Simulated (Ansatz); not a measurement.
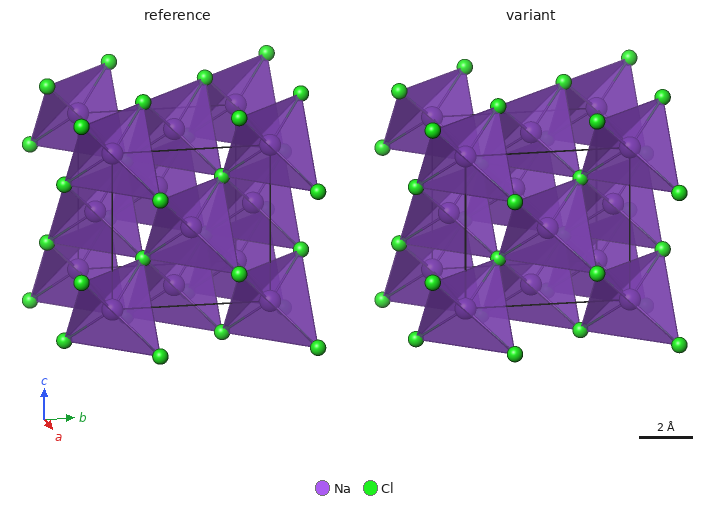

Left: crystalline NaCl (built on the zincblende type) at its r2SCAN-relaxed geometry. Right: the same structure after one change, at the same scale. The picture is a polyhedral view of the conventional cell (4 times the calculation's cell), seen slightly off an axis. Lengths and directions refer to the drawn axes.

Computed with Ansatz, DFT, PBE, plane waves, PAW. Settings: plane-wave cutoff 420 eV; k-point mesh 8 × 8 × 8; occupations fermi dirac; smearing width 0.02 eV; no spin polarisation.

**What distinguishes the right structure from the left one?**

The cell is strained by +4.2 % along b and −2.5 % across it (volume −0.9 %). The atoms and the free axis were relaxed with r2SCAN under that strain, and this is a single point on that geometry.

**What does the change do?**

Energy change: +1.9 meV per atom. The pressure goes from 0.7 to 0.8 GPa. The principal stresses (compression positive) are 0.7 GPa along b and 0.9 GPa across it. All forces vanish by symmetry. The band gap: 4.94 eV before, 4.93 eV after. Some distances before and after: Cl–Na 2.674 → 2.668 Å. The space group (tolerance 0.01 Å) goes from F-43m (No. 216) to I-4m2 (No. 119).
